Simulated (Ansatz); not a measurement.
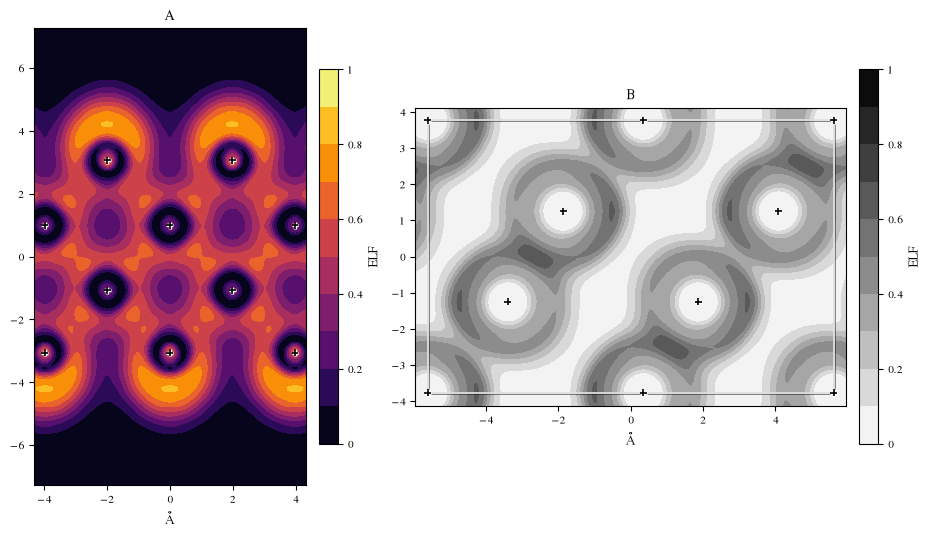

The electron localisation function of 2 systems, each on a plane through atoms (crosses mark nuclei in the plane).

All numbers below come from DFT PBE+D3(BJ), scalar-relativistic, plane waves, PAW (Ansatz).

System 1: Sb, the (110) plane of the conventional cell. Space group R-3m; changed on purpose from its base cell (volume × 1.03, shape and atoms relaxed).

```cif
data_structure
_symmetry_space_group_name_H-M 'P 1'
_symmetry_Int_Tables_number 1
_cell_length_a 4.3522
_cell_length_b 4.3522
_cell_length_c 11.2191
_cell_angle_alpha 90.000
_cell_angle_beta 90.000
_cell_angle_gamma 120.000
_cell_volume 184.04
loop_
_atom_site_label
_atom_site_type_symbol
_atom_site_fract_x
_atom_site_fract_y
_atom_site_fract_z
_atom_site_occupancy
Sb1 Sb 0.00000 0.00000 0.23475 1
Sb2 Sb 0.66667 0.33333 0.56808 1
Sb3 Sb 0.33333 0.66667 0.90141 1
Sb4 Sb 0.66667 0.33333 0.09859 1
Sb5 Sb 0.33333 0.66667 0.43192 1
Sb6 Sb 0.00000 0.00000 0.76525 1
```

System 2: Al (slab), the (110) plane of the calculation cell, a cut from vacuum to vacuum. 

```
Al
1.0
     5.63242    0.00000    0.00000
     0.00000    5.63242    0.00000
     0.00000    0.00000   22.97409
Al
16
Direct
  0.25000 0.25000 0.36998
  0.25000 0.75000 0.36998
  0.75000 0.25000 0.36998
  0.75000 0.75000 0.36998
  0.50000 0.50000 0.45666
  0.50000 0.00000 0.45666
  0.00000 0.50000 0.45666
  0.00000 0.00000 0.45666
  0.75000 0.75000 0.54696
  0.75000 0.25000 0.54696
  0.25000 0.75000 0.54696
  0.25000 0.25000 0.54696
  0.00000 0.00000 0.63679
  0.00000 0.50000 0.63679
  0.50000 0.00000 0.63679
  0.50000 0.50000 0.63679
```

Which map belongs to which system?

Panel A is system 2, Al: the plane holds Al. Al–Al (2.82 Å): the ELF peaks at about 0.65 between the atoms. Panel B is system 1, Sb: the plane holds Sb. Sb–Sb (2.94 Å): the ELF peaks at about 0.65 between the atoms.
